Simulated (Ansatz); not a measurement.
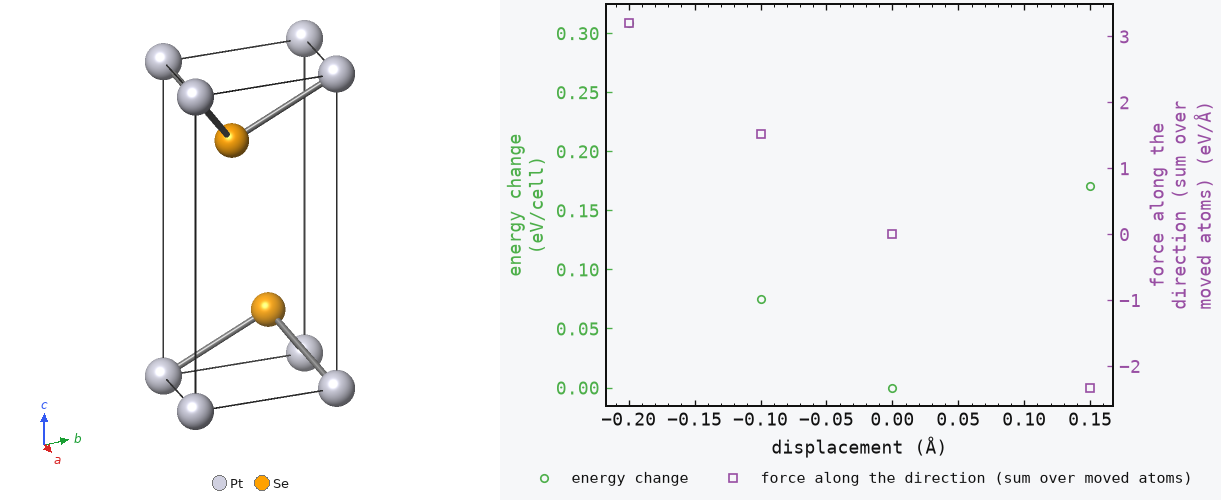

Plotted: energy change and force along the direction (sum over moved atoms) against displacement for PtSe₂, space group P-3m1 (No. 164). The cell is drawn beside the plot.

Starting cell:
```yaml
crystal:
  lattice:
    - [3.75166, 0.00000, 0.00000]
    - [-1.87583, 3.24903, 0.00000]
    - [0.00000, 0.00000, 6.52688]
  atoms:
    - { symbol: Pt, position: [0.00000, 0.00000, 0.00000] }
    - { symbol: Se, position: [0.33333, 0.66667, 0.20019] }
    - { symbol: Se, position: [0.66667, 0.33333, 0.79981] }
```

Calculation (Ansatz 0.2.0): all atoms of one element of a crystal moved along a line, all else fixed, by plane-wave density functional theory with PAW datasets, free energies less that of the undisturbed cell; scalar-relativistic. Level: PBE, no spin polarisation.

wave cutoff 420 eV; k mesh 12×12×4; occupations Gaussian; smearing width 0.05 eV; k shift (0, 0, 0) (mesh steps); start relaxed; moved element Pt; direction (−0.7416, −0.4281, 0.5165) (Cartesian unit vector).

Is the starting structure at a minimum along this coordinate?

Answer. Yes: the energy rises on both sides of the starting structure, which is therefore a minimum along this path.

What does the force along the direction (sum over moved atoms) do across the range?

Answer. It falls from 3.21 eV/Å at displacement −0.20 Å to −2.33 eV/Å at 0.15 Å, and changes sign near 0.00 Å.

The computed values:

| displacement (Å) | energy change (eV/cell) | force along the direction (sum over moved atoms) (eV/Å) |
| --- | --- | --- |
| −0.20 | 0.3089 | 3.21 |
| −0.10 | 0.0750 | 1.51 |
| 0.00 | 0.0000 | 0.00 |
| 0.15 | 0.1708 | −2.33 |
